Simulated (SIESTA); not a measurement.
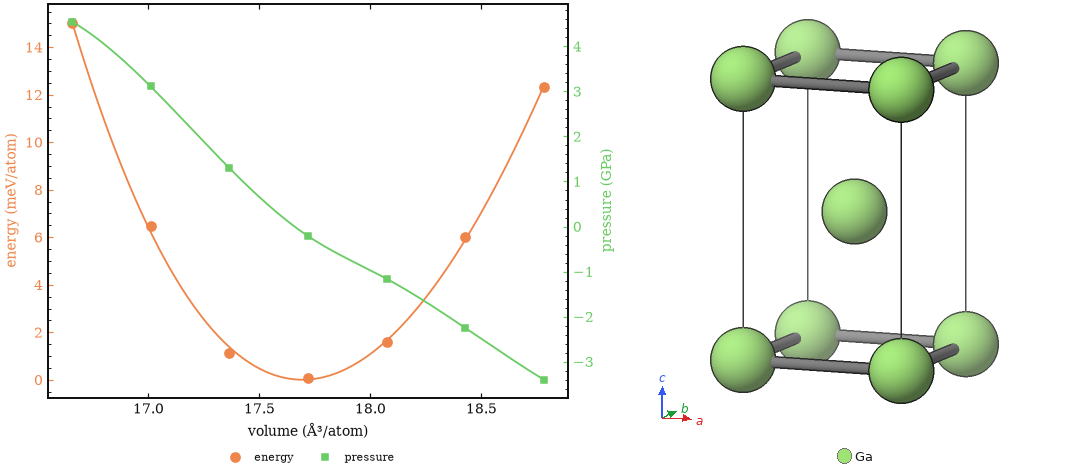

How it was computed, with SIESTA 5.4.2: DFT in numerical atomic orbitals with pseudopotentials, no spin polarisation; energies at scaled volumes of the given cell, shape and fractions fixed, counted from the fit's minimum, third-order Birch-Murnaghan fit. Level: PBEsol.

- k mesh: 13×13×13
- occupations: Fermi–Dirac
- smearing width: 0.05 eV
- potentials: PseudoDojo 0.4 standard, converted to PSML, two zetas on semicore shells
- program settings: basis DZP, mesh cutoff 800 Ry

The given structure:
```
CELL_PARAMETERS angstrom
-1.38440 1.38440 2.31122
1.38440 -1.38440 2.31122
1.38440 1.38440 -2.31122
ATOMIC_POSITIONS crystal
Ga 0.00000 0.00000 0.00000
```

Energy and pressure against volume for Ga, space group I4/mmm (No. 139). The conventional cell is drawn beside the plot.

A third-order Birch–Murnaghan fit gives V0 = 17.69 Å³/atom, B0 = 68.5 GPa and B′ = 6.2. The energy is 15.01 meV/atom at volume 16.66 Å³/atom and 12.32 meV/atom at 18.78 Å³/atom; the lowest computed point is at volume 17.72 Å³/atom (0.06 meV/atom). The pressure falls from 4.55 GPa at volume 16.66 Å³/atom to −3.40 GPa at 18.78 Å³/atom, and changes sign near 17.67 Å³/atom.

Limits of the calculation: mulliken charges of long orbitals; shape and atomic fractions are frozen while scaling, which makes layered, chain and framework solids too stiff.
